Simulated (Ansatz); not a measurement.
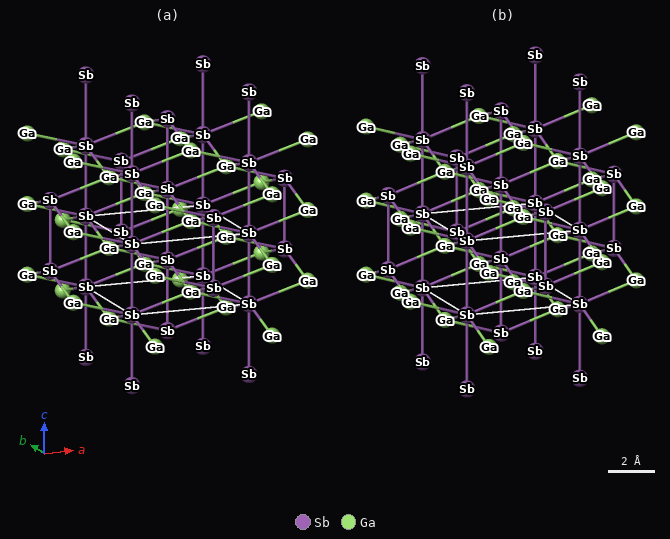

The structure of crystalline GaSb (set up in I-4m2) before (left) and after (right) a relaxation, at one scale.

Style: ball-and-stick. Shown: the conventional cell (2 times the calculation's cell), repeated 1 × 1 × 2 with one cell outlined, slightly off an axis. Lengths and directions refer to the drawn axes.

The run lets cell and atoms move.

Computed with Kohn-Sham DFT of a periodic cell, PBE0, Ansatz PAW (Ansatz 0.2.0).

The input:
```yaml
crystal:
  lattice:
    - [-2.753434, 2.753434, 1.590707]
    - [2.753434, -2.753434, 1.590707]
    - [2.753434, 2.753434, -1.590707]
  atoms:
    - { symbol: Sb, position: [0.0, 0.0, 0.0] }
    - { symbol: Ga, position: [0.75, 0.25, 0.5] }
hamiltonian:
  xc: pbe0
  pseudopotentials: { kind: paw }
kpoints:
  mp_grid: { grid: [5, 5, 5] }
scf:
  occupations: { method: fermi_dirac, width: 0.05 }
output:
  forces: true
  stress: true
  eigenvalues: true
relax:
  f_tol: 0.01
  max_steps: 40
  cell: { stress_tol: 0.05 }
```

What changed between the two?

No atom moves by more than 0.005 Å relative to the cell. Cell: a = b 5.507 → 5.303 Å (−3.7 %), c 3.181 → 3.336 Å (+4.9 %). Volume −2.7 %. Some distances before and after: Sb–Sb 3.181 → 3.336 Å, Ga–Sb 2.866 → 2.780 Å. Among the angles between lasting bonds that change: Ga–Sb–Ga 147.8° → 145.1°, Sb–Ga–Sb 147.8° → 145.1°. The space group stays I-4m2 (No. 119). The energy falls by 23.4 meV per atom in 8 accepted moves (10 points after the start). All forces vanish by symmetry, so only the cell relaxes. The pressure goes from −1.89 to 0.01 GPa. The line search rejected the trial step at point 7 of the run. At 1 point the geometry stayed and the basis and grid were re-selected for the new cell (energy shift of 0.3 meV per atom at most each time).
